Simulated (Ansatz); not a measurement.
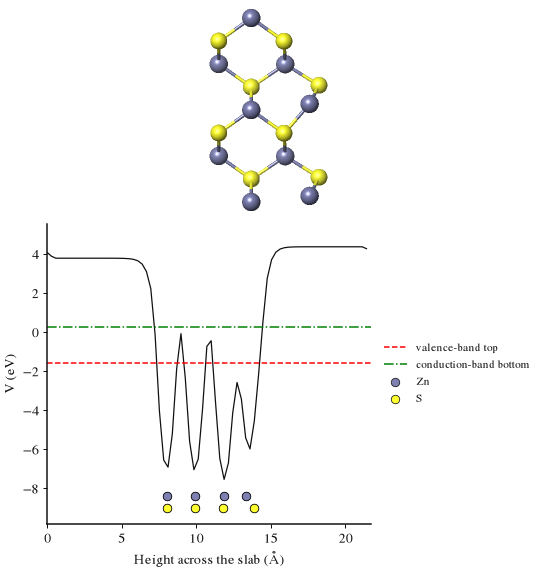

Plane-averaged electrostatic potential energy of an electron across the slab; circles at the bottom mark the heights of the atoms (positions after relaxation). The structure is drawn too.

System: a (110) slab cut from ZnS (F-43m), ended by ZnS planes, 16 atoms in the cell. Starting structure of the relaxation:

```xyz
16
Lattice="7.6017 0.0000 0.0000 0.0000 5.3752 0.0000 0.0000 0.0000 21.7013" Properties=species:S:1:pos:R:3 pbc="T T T"
Zn    1.9004    2.6876    8.0000
Zn    5.7013    2.6876    8.0000
S     3.8008    1.3438    8.0000
S     0.0000    1.3438    8.0000
Zn    3.8008    0.0000    9.9004
Zn    0.0000    0.0000    9.9004
S     5.7013    4.0314    9.9004
S     1.9004    4.0314    9.9004
Zn    5.7013    2.6876   11.8008
Zn    1.9004    2.6876   11.8008
S     0.0000    1.3438   11.8008
S     3.8008    1.3438   11.8008
Zn    0.0000    0.0000   13.7013
Zn    3.8008    0.0000   13.7013
S     1.9004    4.0314   13.7013
S     5.7013    4.0314   13.7013
```

Level of theory: DFT PBE+D3(BJ), scalar-relativistic, plane waves, PAW, no spin polarisation, 2×3×1 k mesh, 420 eV cutoff; code Ansatz 0.2.0.

What are the ionisation potential and the electron affinity of the slab?

Answer. From the vacuum level at the right face the ionisation potential is 5.95 eV and the electron affinity 4.10 eV; at the left face they are 5.37 and 3.52 eV. The slab's gap, their difference before rounding, is 1.85 eV.

Do the two faces differ, and what does that say about the slab's dipole?

Answer. The vacuum level is 0.58 eV higher at the right than at the left, so the slab carries a dipole along its normal; the ramp in the vacuum, at or near the edge of the plot, is the dipole correction that keeps each side flat. Some atoms were held fixed in the relaxation, which can itself make the faces differ.

How thick are slab and vacuum?

Answer. The outermost atoms are 5.9 Å apart, which leaves 15.8 Å of vacuum in a cell 21.7 Å high.
